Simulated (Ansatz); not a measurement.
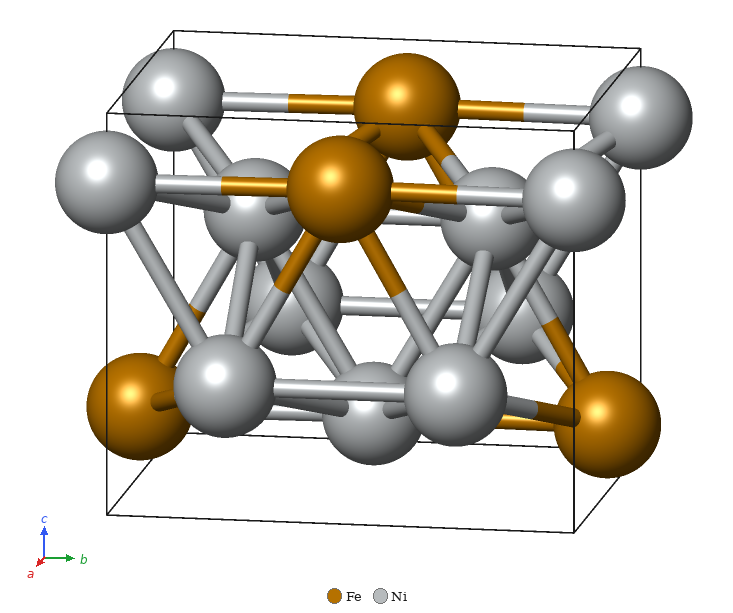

This ball-and-stick model is shown slightly off an axis. The parallelepiped is the conventional unit cell. Cell: a = 4.03 Å, b = 4.97 Å, c = 4.31 Å, α = 90.00°, β = 90.00°, γ = 90.00°.

Its origin is a structure listed in the Materials Project. Earlier steps of the study may have refined or changed the cell and positions. It was run through Ansatz as a DFT input.

> What can be read from this drawing?

The structure is one of FeNi3. The lattice is primitive orthorhombic and the space group Pmmn (No. 59). The cell has 8 atoms, namely 2 Fe, 6 Ni. Fe is linked to twelve Ni in an anticuboctahedral arrangement at about 2.5 Å. About every Ni there are eight Ni and four Fe in an anticuboctahedral arrangement (about 2.5 Å to Ni, 2.5 Å to Fe). The bonds build a three-dimensional framework.

Setup: DFT PBEsol, scalar-relativistic, plane waves, PAW in Ansatz 0.2.0; a cutoff energy of 420 eV, Brillouin-zone sampling on a 10×8×8 mesh, Gaussian smearing of 0.1 eV, collinear spins.

> Which atoms carry magnetic moments in this run, and how do they order?

The state reached is ferromagnetic. Sizes: Fe 2.8 μB and Ni 0.6 to 0.7 μB; net moment 9.1 μB in the run's cell of 8 atoms.

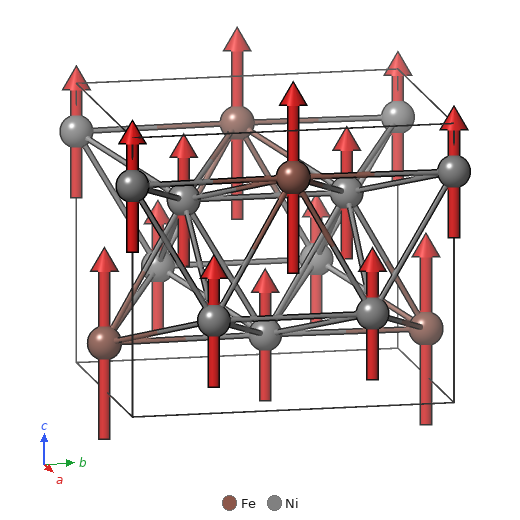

Site moments above 0.25 μB as arrows, small induced ones on non-metal atoms left out (red along the largest or up, blue against, purple across). The run's cell of 8 atoms is drawn.

> Predict the gap.

A metal: bands cross the Fermi level.

> Has the structure come to rest?

No. The largest force is 0.13 eV/Å, on Ni. The pressure is -4.4 GPa, so the cell would contract.
